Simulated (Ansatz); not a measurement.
**Run report: WSi₆, single-point calculation**

- system: WSi₆ (slab, 7 atoms in the cell)
- method: DFT, PBEsol, plane waves, PAW, spin-polarised (Ansatz 0.2.0)

The structure derives from a Materials Project entry. Some settings of this run were made unusual or wrong on purpose. Figures and captions count atoms from 1; the log counts them from 0 in places.

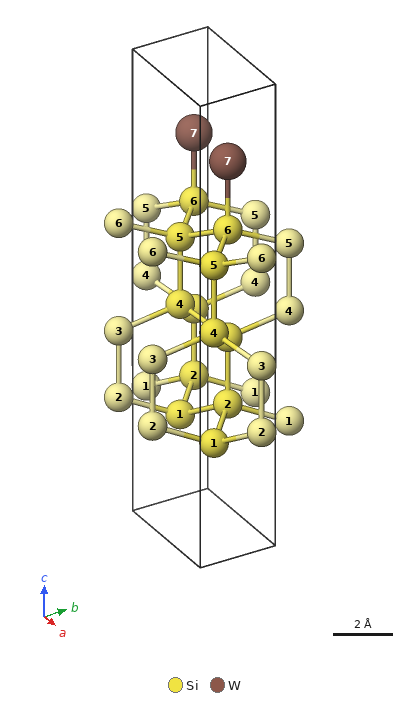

The input geometry (ball-and-stick view of the 2 × 1 repeat of the cell, with the vacuum cut short, seen slightly off an axis; neighbours outside the cell are drawn fainter; atoms are numbered from 1 in the order of the input). An atom can appear more than once, as a periodic image.

Input:
```yaml
crystal:
  lattice:
    - [3.8248883545, 0.0, 0.0]
    - [-1.9124441773, 3.3124504817, 0.0]
    - [0.0, 0.0, 26.1211317213]
  atoms:
    - { symbol: Si, position: [0.6666666667, 0.3333333333, 0.325407034] }
    - { symbol: Si, position: [0.3333333333, 0.6666666667, 0.3559122531] }
    - { symbol: Si, position: [0.3333333333, 0.6666666667, 0.44646421] }
    - { symbol: Si, position: [0.6666666667, 0.3333333333, 0.4756407863] }
    - { symbol: Si, position: [0.6666666667, 0.3333333333, 0.5672640819] }
    - { symbol: Si, position: [0.3333333333, 0.6666666667, 0.592936641] }
    - { symbol: W, position: [0.3333333333, 0.6666666667, 0.6858804833], spin: 4.0 }
basis:
  ecutwfc: 420
kpoints:
  mp_grid: { grid: [9, 9, 1] }
hamiltonian:
  xc: pbesol
scf:
  occupations: { method: gaussian, width: 0.05 }
  max_iter: 100
output:
  forces: true
  eigenvalues: true
magnetization:
  spin_polarized: true
  initial_magnetization: 40
efield:
  axis: 3
  dipole_correction: true
  ramp_width: 0.04
```

Hardware: 1 thread of Arm Neoverse V2, 24 GiB of memory available, shared host.

Command:
```bash
ansatz run input.yaml --threads 1 --pin off --max-ram 2560MiB --backend cpu --events-out ev --progress --plain --runs-dir out
```

The program's output:
```
Warning: where an SCF of this run starts from atoms to list the orders of its open shells, Si (sites 0, 1, 2, 3, 4, 5, from 0) starts with 2.00 μB on its 3p shell, in the place of the 6.00 μB that the deck gives it: its open shells can hold no more by Hund's first rule. To start from spheres of the given moment, type scf.initial_density.shell_occupations: []
Engine: ansatz 0.2.0, aarch64-unknown-linux-gnu
Pseudopotentials: kind: paw
Pseudopotential: Si, paw, valence charge 4, recommended cutoff 420 eV (normal), Si.paw.azcp
Pseudopotential: W, paw, valence charge 14, recommended cutoff 420 eV (normal), W.paw.azcp
Functional definition: PBEsol
  exchange = pbesol_x
  correlation = pbesol_c
Crystal: 7 atoms, lattice volume = 330.948 Å³
Basis set: ecut = 420 eV, 6459 PW (Γ), exchange–correlation on 54×54×360 points (8 copies of the dense FFT grid, shifted against one another)
Bands: 47, of which v1, the nominal top of the filled ones, is band 19 counted from 1 (18 counted from 0)
Symmetry: 6 space group operations
k-points: 12 of 81 (time reversal used)
Non-local potential: Si, projectors of the file, l = 0: 2, l = 1: 2, l = 2: 2
Non-local potential: W, projectors of the file, l = 0: 3, l = 1: 2, l = 2: 2, l = 3: 1
PAW form: soft (Blöchl's): semilocal exchange-correlation on the pseudo side does not see the compensation charge
PAW frozen core: Si, regenerated for the run's functional, and the local potential with it (the file was generated under x = pbe(κ = 0.804, μ = 0.2195149727645171), c = pbe(β = 0.06672455060314922))
PAW frozen core: W, regenerated for the run's functional, and the local potential with it (the file was generated under x = pbe(κ = 0.804, μ = 0.2195149727645171), c = pbe(β = 0.06672455060314922))
PAW one-centre angular grid: Si, 110 points (default); XC on 64 Gauss nodes
PAW one-centre angular grid: W, 590 points (default); XC on 64 Gauss nodes
Initial density: superposition of atomic densities (neutral atoms: chi_scale 0, normalization atom)
Starting moments: Σ|m| = 40 μB on 7 of 7 sites
Initial wavefunctions: pseudopotential atomic-orbital guess
Functional: x = pbesol(κ = 0.804, μ = 0.12345679012345678), c = pbesol(β = 0.046)
SCF iter   1: F=—  HF=-13967.141629 eV  |F-HF|=—  |Δ(HF+E_count)|=         —  Δρ=3.56e-2 (↑3.04e-2 ↓3.56e-2)  dr2=5.12e0  dr2_m=2.84e0  M=4.574 μB ∫|m|=4.587 μB  β_m=0.42  ethr=3.10e-3  p=0.000 e·Å  D=2.06e-7 V/Å  ΔV_dip=-0.00 eV  dr2_dipole=1.48e-1  V_vac-E_F(+/−)=5.40/5.40 eV  ⟨swp⟩=15.2  Hψ=8026  notcnv=0
Mixer restart at iter 1: flushing history
efield: sawtooth ramp at fractional position 0.9856 (placed from the atoms, in the widest stretch of the axis that holds none; the zero of the levels goes with the place), width 0.0400; the density the first Hamiltonian is built on has a dipole p = 0.000 e·Å; the dipole correction subtracts the counter field D = 2.06e-7 V/Å, which shifts the + side's vacuum level by -0.00 eV against the − side's; the planar-averaged density in the ramp window peaks in size at 8.8e-7 e/Å³
preconditioner: auto → LDOS  [metal: Δε(μ)=0.020 eV  Ē_g=10.041 eV  σ=0.050 eV  W_gap=0.22  n_scr=20 (ndim 8)  ℏωp=11.2 eV  f_vac=0.470  D(μ)=2.85/eV (n_scr^D=10)]
spin=Collinear: LDOS preconditioning applied to the charge; magnetization (m = ρ↑ − ρ↓) channel mixes plain (no charge-response kernel on spin).
SCF iter   2: F=—  HF=-13972.272147 eV  |F-HF|=—  |Δ(HF+E_count)|=    5.13e0  Δρ=2.20e-2 (↑1.89e-2 ↓2.20e-2)  dr2=1.23e0  dr2_m=1.06e0  M=4.245 μB ∫|m|=4.268 μB  β_m=0.50  ethr=3.10e-3  p=0.027 e·Å  D=1.45e-2 V/Å  ΔV_dip=-0.38 eV  dr2_dipole=3.00e-2  V_vac-E_F(+/−)=4.62/5.00 eV  ⟨swp⟩=3.3  Hψ=2154  notcnv=0  defer=151
density mixer auto → msr1: a metal under ldos (density of states about μ 1.11 of a free-electron gas's, 20 screened modes)
SCF iter   3: F=—  HF=-13976.811103 eV  |F-HF|=—  |Δ(HF+E_count)|=    4.54e0  Δρ=5.20e-3 (↑4.78e-3 ↓5.20e-3)  dr2=2.09e-1  dr2_m=4.94e-2  M=3.744 μB ∫|m|=3.827 μB  β_m=0.67  ethr=3.10e-3  p=0.031 e·Å  D=1.70e-2 V/Å  ΔV_dip=-0.45 eV  dr2_dipole=8.51e-2  V_vac-E_F(+/−)=4.15/4.59 eV  ⟨swp⟩=4.2  Hψ=2153  notcnv=0  defer=142
SCF iter   4: F=—  HF=-13977.364554 eV  |F-HF|=—  |Δ(HF+E_count)|=   5.53e-1  Δρ=1.49e-3 (↑1.49e-3 ↓1.36e-3)  dr2=5.93e-2  dr2_m=2.20e-3  M=3.771 μB ∫|m|=3.861 μB  β_m=0.80  ethr=5.50e-4  p=0.043 e·Å  D=2.37e-2 V/Å  ΔV_dip=-0.62 eV  dr2_dipole=2.56e-2  V_vac-E_F(+/−)=3.93/4.55 eV  ⟨swp⟩=2.9  Hψ=1851  notcnv=0  defer=145
SCF iter   5: F=—  HF=-13977.427954 eV  |F-HF|=—  |Δ(HF+E_count)|=   6.34e-2  Δρ=8.14e-4 (↑8.14e-4 ↓7.34e-4)  dr2=1.11e-2  dr2_m=1.15e-3  M=3.916 μB ∫|m|=4.003 μB  β_m=0.72  ethr=1.56e-4  p=0.058 e·Å  D=3.17e-2 V/Å  ΔV_dip=-0.83 eV  dr2_dipole=2.44e-4  V_vac-E_F(+/−)=3.75/4.58 eV  ⟨swp⟩=3.8  Hψ=2052  notcnv=0  defer=149
SCF iter   6: F=—  HF=-13977.428797 eV  |F-HF|=—  |Δ(HF+E_count)|=   8.43e-4  Δρ=5.54e-4 (↑3.92e-4 ↓5.54e-4)  dr2=6.18e-3  dr2_m=5.68e-4  M=3.971 μB ∫|m|=4.058 μB  β_m=0.86  ethr=2.91e-5  p=0.058 e·Å  D=3.15e-2 V/Å  ΔV_dip=-0.82 eV  dr2_dipole=2.55e-3  V_vac-E_F(+/−)=3.79/4.61 eV  ⟨swp⟩=2.4  Hψ=1873  notcnv=0  defer=149
SCF iter   7: F=—  HF=-13977.430278 eV  |F-HF|=—  |Δ(HF+E_count)|=   1.48e-3  Δρ=3.19e-4 (↑1.80e-4 ↓3.19e-4)  dr2=4.98e-3  dr2_m=1.46e-4  M=4.010 μB ∫|m|=4.101 μB  β_m=0.93  ethr=1.63e-5  p=0.060 e·Å  D=3.29e-2 V/Å  ΔV_dip=-0.86 eV  dr2_dipole=3.05e-3  V_vac-E_F(+/−)=3.78/4.64 eV  ⟨swp⟩=2.5  Hψ=1676  notcnv=0  defer=149
SCF iter   8: F=—  HF=-13977.430520 eV  |F-HF|=—  |Δ(HF+E_count)|=   2.42e-4  Δρ=1.33e-4 (↑8.46e-5 ↓1.33e-4)  dr2=1.72e-3  dr2_m=2.37e-5  M=4.022 μB ∫|m|=4.115 μB  β_m=0.93  ethr=1.31e-5  p=0.060 e·Å  D=3.28e-2 V/Å  ΔV_dip=-0.86 eV  dr2_dipole=1.07e-3  V_vac-E_F(+/−)=3.79/4.65 eV  ⟨swp⟩=1.9  Hψ=1322  notcnv=0  defer=149
SCF iter   9: F=—  HF=-13977.430518 eV  |F-HF|=—  |Δ(HF+E_count)|=   2.16e-6  Δρ=5.62e-5 (↑3.44e-5 ↓5.62e-5)  dr2=4.55e-4  dr2_m=3.15e-6  M=4.024 μB ∫|m|=4.118 μB  β_m=0.82  ethr=4.53e-6  p=0.060 e·Å  D=3.26e-2 V/Å  ΔV_dip=-0.85 eV  dr2_dipole=2.54e-4  V_vac-E_F(+/−)=3.79/4.64 eV  ⟨swp⟩=1.9  Hψ=1262  notcnv=0  defer=149
SCF iter  10: F=—  HF=-13977.430505 eV  |F-HF|=—  |Δ(HF+E_count)|=   1.34e-5  Δρ=1.84e-5 (↑1.51e-5 ↓1.84e-5)  dr2=1.16e-5  dr2_m=2.55e-7  M=4.024 μB ∫|m|=4.118 μB  β_m=0.81  ethr=1.20e-6  p=0.059 e·Å  D=3.25e-2 V/Å  ΔV_dip=-0.85 eV  dr2_dipole=8.65e-8  V_vac-E_F(+/−)=3.79/4.64 eV  ⟨swp⟩=1.9  Hψ=1251  notcnv=0  defer=149
SCF iter  11: F=—  HF=-13977.430506 eV  |F-HF|=—  |Δ(HF+E_count)|=   1.76e-6  Δρ=5.30e-6 (↑5.30e-6 ↓4.57e-6)  dr2=9.09e-7  dr2_m=2.20e-8  M=4.024 μB ∫|m|=4.118 μB  β_m=0.82  ethr=3.06e-8  p=0.059 e·Å  D=3.24e-2 V/Å  ΔV_dip=-0.85 eV  dr2_dipole=4.44e-7  V_vac-E_F(+/−)=3.79/4.64 eV  ⟨swp⟩=2.1  Hψ=1543  notcnv=0  defer=149
SCF iter  12: F=—  HF=-13977.430507 eV  |F-HF|=—  |Δ(HF+E_count)|=   2.62e-7  Δρ=1.66e-6 (↑1.66e-6 ↓1.04e-6)  dr2=2.11e-8  dr2_m=3.30e-9  M=4.024 μB ∫|m|=4.118 μB  β_m=0.89  ethr=2.39e-9  p=0.059 e·Å  D=3.24e-2 V/Å  ΔV_dip=-0.85 eV  dr2_dipole=2.90e-12  V_vac-E_F(+/−)=3.79/4.64 eV  ⟨swp⟩=1.7  Hψ=1242  notcnv=0  defer=149
SCF iter  13: F=-13977.430507 eV  HF=-13977.430507 eV  |F-HF|=1.96e-10  |Δ(HF+E_count)|=   4.68e-8  Δρ=3.95e-7 (↑3.95e-7 ↓3.71e-7)  dr2=5.21e-9  dr2_m=2.42e-10  M=4.024 μB ∫|m|=4.118 μB  ethr=5.56e-11  p=0.059 e·Å  D=3.24e-2 V/Å  ΔV_dip=-0.85 eV  dr2_dipole=1.85e-10  V_vac-E_F(+/−)=3.79/4.64 eV  ⟨swp⟩=15.3  Hψ=6752  notcnv=0
SCF 1 converged in 13 iterations: F = -13977.430507 eV  dr2 = 5.21e-9
  greatest PAW one-centre occupation: 1.000 electrons in one spin orbital (limit 2), on the W atom at site 6 (counted from 0), in its partial waves of l = 0
```

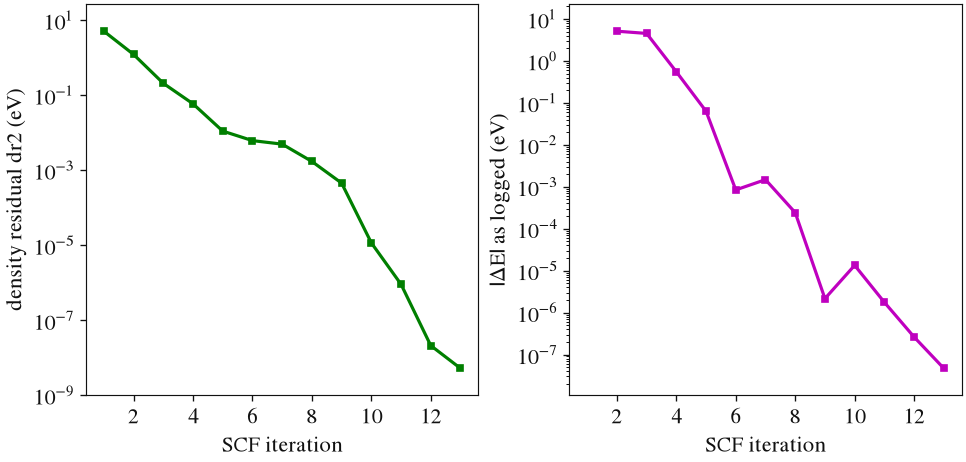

Convergence of the self-consistent field: density residual dr2 and size of the energy change against the SCF iteration. The residual falls at every step.

```
SCF converged after 13 iterations
Magnetization: 4.0236 μB (21.0118 up, 16.9882 down)
Absolute magnetization: 4.1203 μB (∫|ρ↑−ρ↓|, with the PAW one-centre terms)
Spin contamination: 0.0506 ħ² per cell (⟨S²⟩ above its minimum at these occupations)
Per-site moments (μB) at R_I (Å): [(0.21782189111945155, 0.9684117030006764), (0.03460992080947058, 0.9684117030006764), (0.05044903015014417, 0.9636467156920722), (0.028741295277889198, 0.9636467156920722), (0.051128133560745366, 0.9519986776602718), (-0.021486645363876195, 0.9519986776602718), (1.6881751603886486, 1.001466818303338)]
Free energy (F): -13977.430507 eV
Harris-Foulkes:  -13977.430507 eV  (|F-HF|=1.96e-10)
Internal energy: -13977.426987 eV  (E = F + TS)
E sigma→0 (E₀):  -13977.428747 eV
Entropy (-TS):   -0.003519 eV (-0.503 meV/atom)
Fermi energy:    0.900545 eV
Dipole field:    D = 0.032352 V/Å  (p = 0.059170 e·Å, saw-weighted, corrected)
Work function:   Φ+ = 3.7931 eV   Φ− = 4.6381 eV
Levels:          The Fermi level and band energies are counted from a zero that moves with the ramp; work functions are not
--- Per-component energies (eV) ---
  E_band       = -473.461832
  E_kinetic    = 682.189307
  E_local      = -14549.855802  (includes V_loc(G=0)·N_el)
  E_nonlocal   = 165.253386
  E_hartree    = 6941.041459
  E_xc         = -585.341563
  E_vxc        = -509.161973  (∫ρ·V_xc dr)
  E_paw        = -11430.426853  (= ΣΔE_a)
  E_vpaw       = -142.745551  (= ΣTr[D̂ρ^β])
  E_aug_tail   = -0.000025  (compensation charges beyond the density's cutoff)
  E_efield     = 0.000957  (sawtooth field / dipole correction)
  E_vefield    = -1.216996  (∫n·V_field dr)
  E_ewald      = 4799.300990
  E_core_change = 0.411156  (= ΣΔE_core)
  E_smearing   = -0.003519  (= −TS)
  E_closure    = -0.000000  (closes the sum)
  Σ components = -13977.430507   (vs F -13977.430507, Δ=0.00e0)
--- Forces (eV/Å), atoms counted from 1 ---
  atom   1  Si    -0.00000000    -0.00000000     0.44203429
  atom   2  Si    -0.00000000     0.00000000    -0.64636467
  atom   3  Si     0.00000000     0.00000000    -0.02412392
  atom   4  Si     0.00000000    -0.00000000     0.18687290
  atom   5  Si    -0.00000000    -0.00000000    -0.64851193
  atom   6  Si     0.00000000     0.00000000     0.69143752
  atom   7  W      0.00000000     0.00000000    -0.00136026
  max |Σ_I F_I| component: 1.61e-5 eV/Å
--- Band table (eV; the first three rows and the last of 24) ---
  k-point 0 ↑: bands = ["-73.6617", "-38.0495", "-38.0495", "-37.9211", "-11.0471", "-10.3038", "-9.3547", "-5.5000", "-3.9346", "-2.5279", "-0.9443", "-0.5961", "-0.5961", "-0.1122", "-0.1122", "0.0965", "0.0965", "0.4706", "0.5715", "0.5715", "1.0735", "1.0735", "1.4823", "2.1868", "3.1929", "3.3508", "3.3508", "3.9469", "4.1302", "4.1302", "4.6591", "4.8648", "4.8648", "5.1172", "5.6378", "6.6390", "6.9751", "7.5400", "7.5400", "8.1732", "8.5981", "8.7232", "9.1115", "9.1141", "9.1141", "10.0227", "10.2242"]
  k-point 1 ↑: bands = ["-73.6616", "-38.0531", "-38.0505", "-37.9207", "-10.9024", "-10.1592", "-9.2083", "-5.4142", "-3.8214", "-2.4586", "-1.5457", "-1.1525", "-0.8795", "-0.8401", "-0.3498", "-0.1902", "0.0022", "0.2246", "0.3157", "0.3504", "0.8954", "0.9527", "1.6101", "2.6759", "3.4686", "3.6896", "3.8231", "4.2283", "4.4100", "4.6397", "4.7841", "5.1529", "5.3144", "5.3946", "5.8704", "6.4216", "6.6812", "7.2804", "7.3361", "7.9050", "8.6202", "8.8297", "8.9441", "9.2348", "9.5420", "9.8489", "9.9614"]
  k-point 2 ↑: bands = ["-73.6614", "-38.0623", "-38.0529", "-37.9197", "-10.4753", "-9.7331", "-8.7755", "-5.2984", "-3.7785", "-3.1544", "-2.4851", "-2.2753", "-1.6518", "-1.3293", "-0.8203", "-0.6325", "-0.1787", "-0.1107", "-0.0322", "0.5600", "0.7679", "0.7858", "1.7514", "2.3923", "2.9333", "3.7711", "4.6251", "4.7126", "4.8892", "5.2742", "5.7956", "5.8072", "6.0763", "6.2106", "6.5173", "6.6781", "7.1684", "7.1696", "7.4220", "7.6210", "7.9412", "8.4055", "8.4230", "9.2854", "9.7800", "9.9665", "10.1179"]
  k-point 11 ↓: bands = ["-72.6672", "-36.7221", "-36.7221", "-36.5806", "-7.8695", "-7.7969", "-6.9760", "-6.4134", "-5.8468", "-5.7910", "-4.0307", "-3.3799", "-2.6100", "-1.9090", "-1.8524", "-0.8359", "1.0034", "1.1226", "1.3554", "1.4893", "1.8830", "2.9361", "3.0900", "3.6795", "4.6069", "4.8227", "4.8625", "6.0447", "6.0456", "6.6255", "6.8775", "7.0022", "7.2015", "7.3580", "7.3833", "7.9686", "8.0708", "8.4686", "8.4732", "8.6328", "8.7061", "9.0306", "9.0509", "9.1871", "9.8585", "9.8647", "10.0313"]
```

What the run reported:

```csv
quantity,value
outcome,converged
electrons treated,38
free energy,−13977.4305 eV
Fermi energy,0.901 eV
gap on the k-point mesh,none (metallic)
net moment of the cell,4.02 μB
integrated absolute moment,4.12 μB
largest force (length of the vector),0.691 eV/Å
wall time,43 s
peak memory,0.66 GiB
```

The input was spoiled on purpose: an impossible spin (`magnetization`). The run converged; whether the setting changed the result can't be told without a sound run beside it.
